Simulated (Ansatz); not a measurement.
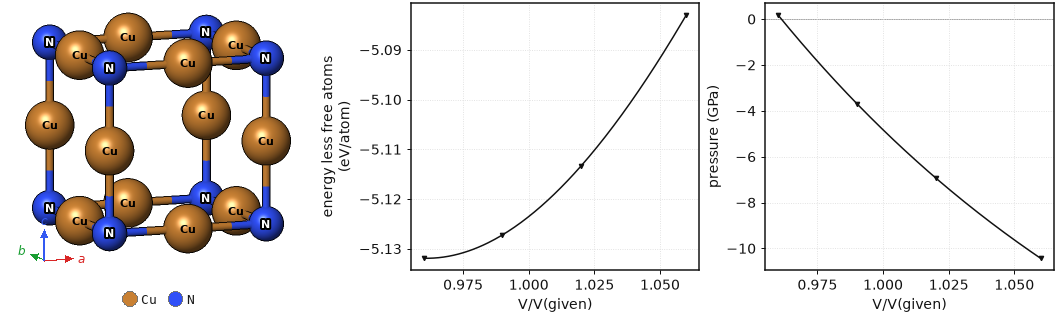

Method: periodic Kohn-Sham DFT of a crystal at fixed atoms, scaled to the stated factor times the given cell; pressure positive in compression, energy less spherical unpolarised free atoms (Ansatz 0.2.0). Level: PBEsol.

- method: all-electron LAPW
- relativity: scalar
- k mesh: 10×10×10
- occupations: Fermi–Dirac
- smearing width: 0.08 eV
- basis error target: 1 (meV/atom)
- nucleus: Gaussian

Cell as given: a = 3.814 Å, b = 3.814 Å, c = 3.814 Å, α = 90.00°, β = 90.00°, γ = 90.00°; 4 atoms.

Figure. Energy less free atoms and pressure against V/V(given) for Cu₃N, space group Pm-3m (No. 221). The conventional cell is drawn beside the plot.

V(given) is 13.87 Å³/atom.

The energy less free atoms rises from −5.1319 eV/atom at V/V(given) 0.96 to −5.0830 eV/atom at 1.06. The pressure falls from 0.2 GPa at V/V(given) 0.96 to −10.4 GPa at 1.06, and changes sign near 0.96.

Keep in mind: small gap, it may come from the mesh.

One of the inputs:
```
crystal:
  lattice:
    - [3.8392590143, 0.0, 0.0]
    - [0.0, 3.8392590143, 0.0]
    - [0.0, 0.0, 3.8392590143]
  atoms:
    - { symbol: Cu, position: [0.5, 0.0, 0.0] }
    - { symbol: Cu, position: [0.0, 0.5, 0.0] }
    - { symbol: Cu, position: [0.0, 0.0, 0.5] }
    - { symbol: "N", position: [0.0, 0.0, 0.0] }
kpoints:
  mp_grid: { grid: [10, 10, 10] }
  band_path:
    path:
      - [0.0, 0.0, 0.0]
      - [0.0, 0.5, 0.0]
      - [0.5, 0.5, 0.0]
      - [0.0, 0.0, 0.0]
      - [0.5, 0.5, 0.5]
      - [0.0, 0.5, 0.0]
      - [0.5, 0.5, 0.5]
      - [0.5, 0.5, 0.0]
    npoints: 5
scf:
  occupations: { method: fermi_dirac, width: 0.08 }
hamiltonian:
  xc: pbesol
  pseudopotentials: { kind: all_electron, lapw: { basis_error: 0.001 } }
output:
  forces: true
  stress: true
  eigenvalues: true
```

Command:
```bash
ansatz run input.yaml --threads 1 --pin off --max-ram 4096MiB --backend cpu --events-out ev --progress --plain --runs-dir out
```
